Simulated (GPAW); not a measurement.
# zigzag Cr chain, bond 2.497 A: a ladder in the smearing, part 2 of 2

Aim: see how far moments and order energies of zigzag Cr chain, bond 2.497 A move with the smearing, and what each rung costs.

GPAW 26.7.0; PBE; plane waves with GPAW's PAW setups, scalar-relativistic.

So far, largest spin moment in the augmentation sphere (μB): step 2 (rung 1 (width 0.4 eV), start ferro ++) 3.07; step 4 (smearing width 0.2 eV) 3.44; step 5 (antiferromagnetic, smearing width 0.2 eV, start moments [2.5 …) 3.53; step 6 (smearing width 0.1 eV) 3.54; step 7 (antiferromagnetic, smearing width 0.1 eV, start moments [2.5 …) 3.55.

## 8. Rung 4 (width 0.05 eV), start ferro ++

Input file order1.py:

```python
import json
import numpy as np
from ase import Atoms
from ase.parallel import paropen, parprint
from gpaw import GPAW

atoms = Atoms(['Cr', 'Cr'],
    cell=[[12.0, 0.0, 0.0],
         [0.0, 12.0, 0.0],
         [0.0, 0.0, 2.9964]],
    scaled_positions=[[0.41676667, 0.5, 0.0],
         [0.58323333, 0.5, 0.5]],
    pbc=True,
    magmoms=[2.5, 2.5])
atoms.calc = GPAW(mode={'name': 'pw', 'ecut': 550},
    xc='PBE',
    kpts={'size': (1, 1, 10), 'gamma': True},
    occupations={'name': 'fermi-dirac', 'width': 0.05},
    convergence={'density': 1e-05, 'energy': 1e-05},
    maxiter=200,
    symmetry={'tolerance': 1e-4},
    txt='order1.txt')
e = atoms.get_potential_energy(force_consistent=True)
res = {'free_energy': e, 'energy_sigma0': atoms.get_potential_energy(), 'fermi_energy': atoms.calc.get_fermi_level()}
res['moments'] = atoms.get_magnetic_moments().tolist()
res['total'] = atoms.get_magnetic_moment()
parprint('site moments (muB):', np.round(res['moments'], 3))
parprint(f"total moment: {res['total']:.3f} muB")
parprint(f'free energy: {e:.6f} eV')
atoms.calc.write('order1.gpw')
with paropen('results.json', 'w') as f:
    json.dump(res, f)
```

Command:

```sh
OMP_NUM_THREADS=1 python3 order1.py > order1.log
```

Log:

```text
site moments (muB): [3.584 3.584]
total moment: 9.146 muB
free energy: -12.461074 eV

--- order1.txt ---
Input parameters:
  mode=PW(ecut=550),
  convergence={'density': 1e-05, 'energy': 1e-05},
  kpts=MonkhorstPack(size=(1, 1, 10), gamma=True),
  maxiter=200,
  occupations=Occupations(name='fermi-dirac', width=0.05),
  symmetry=Symmetry(tolerance=0.0001),
  xc=XC(name='PBE')

Diagonalizing LCAO Hamiltonian
[...]
|          3 |        -4.493 |     1.000 |        -1.483 |     0.000 |
|          4 |        -4.351 |     1.000 |        -1.329 |     0.000 |
[...]
|         11 |        -2.268 |     0.000 |         0.272 |     0.000 |
|         12 |        -2.195 |     0.000 |         0.892 |     0.000 |
|         13 |        -1.155 |     0.000 |         1.063 |     0.000 |
|         14 |         0.465 |     0.000 |         1.312 |     0.000 |

No gap
No difference between direct/indirect transitions


[key lines of the parts left out:]
Free energy:     -12.461074
Converged in 22 steps
dipole moment: (0.000130, 0.000130, -7.123454)  # |e|*Ang
Fermi level: -2.759
```

Elapsed: 63 s, on 1 MPI rank of Intel Xeon Platinum 8488C (Sapphire Rapids), shared host; peak memory 0.4 GiB.

Read from the output:

| Quantity | Value |
| --- | --- |
| magnetization | 9.146 μB |
| final state | ferromagnetic |
| largest moment | 3.584 μB |

The largest moment moves by +0.05 μB from rung 3, at 1.0 times its CPU time.

## 9. Rung 4 (width 0.05 eV), start antiferro +-

Input file order2.py:

```python
import json
import numpy as np
from ase import Atoms
from ase.parallel import paropen, parprint
from gpaw import GPAW

atoms = Atoms(['Cr', 'Cr'],
    cell=[[12.0, 0.0, 0.0],
         [0.0, 12.0, 0.0],
         [0.0, 0.0, 2.9964]],
    scaled_positions=[[0.41676667, 0.5, 0.0],
         [0.58323333, 0.5, 0.5]],
    pbc=True,
    magmoms=[2.5, -2.5])
atoms.calc = GPAW(mode={'name': 'pw', 'ecut': 550},
    xc='PBE',
    kpts={'size': (1, 1, 10), 'gamma': True},
    occupations={'name': 'fermi-dirac', 'width': 0.05},
    convergence={'density': 1e-05, 'energy': 1e-05},
    maxiter=200,
    symmetry={'tolerance': 1e-4},
    txt='order2.txt')
e = atoms.get_potential_energy(force_consistent=True)
res = {'free_energy': e, 'energy_sigma0': atoms.get_potential_energy(), 'fermi_energy': atoms.calc.get_fermi_level()}
res['moments'] = atoms.get_magnetic_moments().tolist()
res['total'] = atoms.get_magnetic_moment()
parprint('site moments (muB):', np.round(res['moments'], 3))
parprint(f"total moment: {res['total']:.3f} muB")
parprint(f'free energy: {e:.6f} eV')
atoms.calc.write('order2.gpw')
with paropen('results.json', 'w') as f:
    json.dump(res, f)
```

Command:

```sh
OMP_NUM_THREADS=1 python3 order2.py > order2.log
```

Log:

```text
site moments (muB): [ 3.553 -3.553]
total moment: 0.000 muB
free energy: -13.890570 eV

--- order2.txt ---
Input parameters:
  mode=PW(ecut=550),
  convergence={'density': 1e-05, 'energy': 1e-05},
  kpts=MonkhorstPack(size=(1, 1, 10), gamma=True),
  maxiter=200,
  occupations=Occupations(name='fermi-dirac', width=0.05),
  symmetry=Symmetry(tolerance=0.0001),
  xc=XC(name='PBE')

Diagonalizing LCAO Hamiltonian
[...]
|          3 |        -3.689 |     1.000 |        -3.689 |     1.000 |
|          4 |        -3.365 |     1.000 |        -3.365 |     1.000 |
[...]
|          8 |        -0.900 |     0.000 |        -0.900 |     0.000 |
|          9 |        -0.303 |     0.000 |        -0.303 |     0.000 |
|         10 |        -0.263 |     0.000 |        -0.263 |     0.000 |
|         11 |         0.786 |     0.000 |         0.786 |     0.000 |

No gap
No difference between direct/indirect transitions


[key lines of the parts left out:]
Free energy:     -13.890570
Converged in 19 steps
dipole moment: (0.000131, 0.000130, -7.129480)  # |e|*Ang
Fermi level: -2.644
```

Wall time 45 s (1 MPI rank); peak memory 0.4 GiB.

Numbers from this step:

```yaml
magnetization: 0 μB
final_state: antiferromagnetic
largest_moment: 3.553 μB
```

This start lies -714.7 meV a seeded atom from the first, a change of -10.2 meV since rung 3; its largest moment is 3.55 μB.

## 10. Rung 5 (width 0.02 eV), start ferro ++

order1.py is the script of step 8 with these lines changed:

```diff
@@ -17,3 +17,3 @@
     kpts={'size': (1, 1, 10), 'gamma': True},
-    occupations={'name': 'fermi-dirac', 'width': 0.05},
+    occupations={'name': 'fermi-dirac', 'width': 0.02},
     convergence={'density': 1e-05, 'energy': 1e-05},
```

Command:

```sh
OMP_NUM_THREADS=1 python3 order1.py > order1.log
```

Log:

```text
site moments (muB): [3.603 3.604]
total moment: 9.198 muB
free energy: -12.453214 eV

--- order1.txt ---
Input parameters:
  mode=PW(ecut=550),
  convergence={'density': 1e-05, 'energy': 1e-05},
  kpts=MonkhorstPack(size=(1, 1, 10), gamma=True),
  maxiter=200,
  occupations=Occupations(name='fermi-dirac', width=0.02),
  symmetry=Symmetry(tolerance=0.0001),
  xc=XC(name='PBE')

Diagonalizing LCAO Hamiltonian
[...]
|          3 |        -4.508 |     1.000 |        -1.476 |     0.000 |
|          4 |        -4.355 |     1.000 |        -1.324 |     0.000 |
[...]
|         11 |        -2.275 |     0.000 |         0.280 |     0.000 |
|         12 |        -2.199 |     0.000 |         0.905 |     0.000 |
|         13 |        -1.163 |     0.000 |         1.063 |     0.000 |
|         14 |         0.464 |     0.000 |         1.330 |     0.000 |

No gap
No difference between direct/indirect transitions


[key lines of the parts left out:]
Free energy:     -12.453214
Converged in 23 steps
dipole moment: (0.000126, 0.000130, -7.121151)  # |e|*Ang
Fermi level: -2.765
```

Elapsed: 65 s, on 1 MPI rank; peak memory 0.4 GiB.

Read from the output:

- magnetization: 9.198 μB
- final state: ferromagnetic
- largest moment: 3.603 μB

The largest moment moves by +0.02 μB from rung 4, at 1.0 times its CPU time.

## 11. Rung 5 (width 0.02 eV), start antiferro +-

order2.py is the script of step 9 with these lines changed:

```diff
@@ -17,3 +17,3 @@
     kpts={'size': (1, 1, 10), 'gamma': True},
-    occupations={'name': 'fermi-dirac', 'width': 0.05},
+    occupations={'name': 'fermi-dirac', 'width': 0.02},
     convergence={'density': 1e-05, 'energy': 1e-05},
```

Command:

```sh
OMP_NUM_THREADS=1 python3 order2.py > order2.log
```

Log:

```text
site moments (muB): [ 3.554 -3.554]
total moment: -0.000 muB
free energy: -13.888466 eV

--- order2.txt ---
Input parameters:
  mode=PW(ecut=550),
  convergence={'density': 1e-05, 'energy': 1e-05},
  kpts=MonkhorstPack(size=(1, 1, 10), gamma=True),
  maxiter=200,
  occupations=Occupations(name='fermi-dirac', width=0.02),
  symmetry=Symmetry(tolerance=0.0001),
  xc=XC(name='PBE')

Diagonalizing LCAO Hamiltonian
[...]
|          3 |        -3.688 |     1.000 |        -3.688 |     1.000 |
|          4 |        -3.365 |     1.000 |        -3.365 |     1.000 |
[...]
|          8 |        -0.899 |     0.000 |        -0.899 |     0.000 |
|          9 |        -0.302 |     0.000 |        -0.302 |     0.000 |
|         10 |        -0.262 |     0.000 |        -0.262 |     0.000 |
|         11 |         0.788 |     0.000 |         0.788 |     0.000 |

No gap
No difference between direct/indirect transitions


[key lines of the parts left out:]
Free energy:     -13.888466
Converged in 19 steps
dipole moment: (0.000127, 0.000130, -7.129496)  # |e|*Ang
Fermi level: -2.635
```

Wall time 46 s (1 MPI rank); peak memory 0.4 GiB.

Numbers from this step:

```yaml
magnetization: 0 μB
final_state: antiferromagnetic
largest_moment: 3.554 μB
```

This start lies -717.6 meV a seeded atom from the first, a change of -2.9 meV since rung 4; its largest moment is 3.55 μB.

## 12. Side by side

Ladder, by row:

```tsv
rung	smearing (eV)	state from the first start	state from the second start	second less first (meV a seeded atom)	moment, first (μB)	moment, second (μB)	CPU time (s)
1	0.4	ferromagnetic	antiferromagnetic	-473	3.069	3.401	115.6
2	0.2	ferromagnetic	antiferromagnetic	-657.1	3.441	3.528	112.1
3	0.1	ferromagnetic	antiferromagnetic	-704.6	3.536	3.548	107.9
4	0.05	ferromagnetic	antiferromagnetic	-714.7	3.584	3.553	107.9
5	0.02	ferromagnetic	antiferromagnetic	-717.6	3.603	3.554	110.9
```

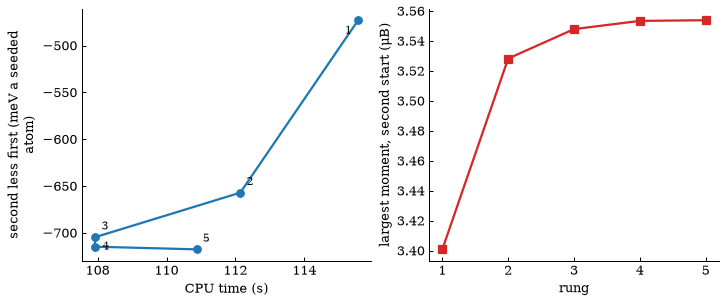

Result against cost, rungs numbered as in the table, and the moment by rung.

## 13. Results

```json
{
  "range of the moment in the table, second start": "3.40 to 3.55 μB",
  "range of CPU time": "1.8 min to 1.9 min",
  "range of the energy difference": "-718 to -473 meV a seeded atom",
  "first rung from which all stay within 36 meV of the last": "3"
}
```

**Reading.** From rung 3 on the result stays within 13 meV of the last rung, inside the margin of 36 meV set for it, at 97 % of the last rung's cost. The second start ends lower on every rung of the table; whether functional and cell give the true order is another question. The mesh stays the same, and a narrow smearing needs a finer one, so the last rung is no sure reference.

[Logs and program files are shortened in this print: banners, set-up blocks, solver, clock and traceback lines can be left out without a mark of their own.]

[Logs are printed without paths, hosts, clocks, repeated set-up lines and the standing remarks that a program may print on its own settings, such as how far it seeks lower states.]

[Hosts, paths, dates, database ids (printed as entryN), source tags and the programs' standing remarks are cut or masked in the printed files.]

[Where a cell is said to come from a database of computed structures, the database is the Materials Project.]
